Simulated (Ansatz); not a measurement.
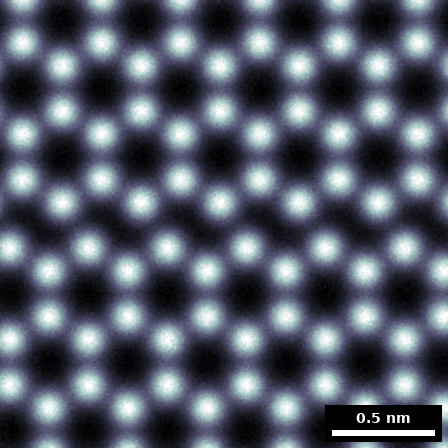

iDPC-like image of Pt (P6_3/mmc, No. 194) along [001]. Simulated as the projected potential of neutral atoms (B = 0.8 Å²) blurred by a 1.13 Å probe, the thin-sample limit of integrated differential phase contrast. The display is stretched by a gamma of 0.8; percentages refer to the linear signal. Shot noise was added.

One planar defect was built into the perfect crystal by geometry alone, without relaxation. Host structure: coordinates from a relaxation with Ansatz, DFT PBE, scalar-relativistic, plane waves, PAW; the starting structure was generated, so it need not be a known form of this composition.

### Find the planar defect and say what kind it is.

A planar fault (a stacking fault) runs horizontally about 11 Å below the top edge. The part above it is shifted along the boundary by 2/3 of the 3.88 Å repeat of the rows (2.6 Å to the right, the same as 1.3 Å to the left); both parts keep the same orientation.
